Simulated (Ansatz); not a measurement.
Consider TiAl (slab).

```
CELL_PARAMETERS angstrom
4.94201 0.00000 0.00000
-1.74523 5.41081 0.00000
0.00000 0.00000 25.80745
ATOMIC_POSITIONS crystal
Ti 0.54764 0.63491 0.29061
Al 0.54764 0.13491 0.29061
Ti 0.09528 0.26981 0.33714
Al 0.09528 0.76981 0.33714
Ti 0.64292 0.90472 0.38367
Al 0.64292 0.40472 0.38367
Ti 0.19056 0.53962 0.43020
Al 0.19056 0.03962 0.43020
Ti 0.73821 0.17453 0.47673
Al 0.73821 0.67453 0.47673
Ti 0.28585 0.80944 0.52327
Al 0.28585 0.30944 0.52327
Ti 0.83349 0.44434 0.56980
Al 0.83349 0.94434 0.56980
Ti 0.38113 0.07925 0.61633
Al 0.38113 0.57925 0.61633
Ti 0.92877 0.71415 0.66286
Al 0.92877 0.21415 0.66286
Ti 0.47641 0.34906 0.70939
Al 0.47641 0.84906 0.70939
```

Not relaxed (largest force 0.7 eV/Å); computed without spin polarisation.

Theory: DFT r2SCAN, scalar-relativistic, plane waves, PAW (Ansatz 0.2.0).

Q: What will maps of the valence pseudo-density and electron localisation function show?

A: Ti–Al (2.84 Å): ρ is about 0.21 e/Å³ halfway; the ELF is about 0.40 at the midpoint.

Q: Does the calculation give a band gap?

A: It is gapless in this calculation (a metal or semimetal).

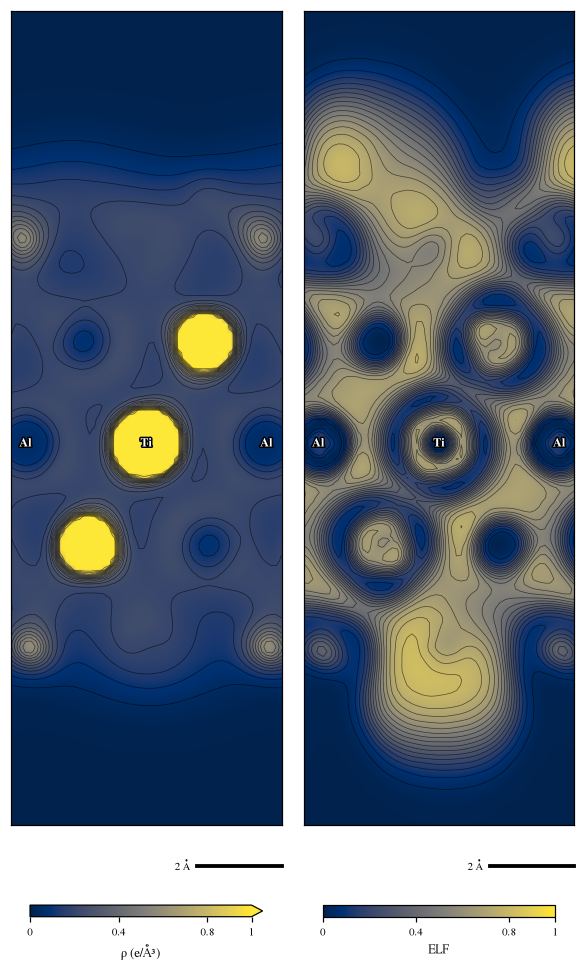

Computed valence pseudo-density and electron localisation function on the (100) plane of the calculation cell, a cut from vacuum to vacuum, in this order. Atoms just off the plane (Ti, 0.4 Å away and Al, 0.4 Å away) can leave unmarked features too.

Core electrons are frozen (PAW), and the valence fields are smoothed inside the atomic spheres.
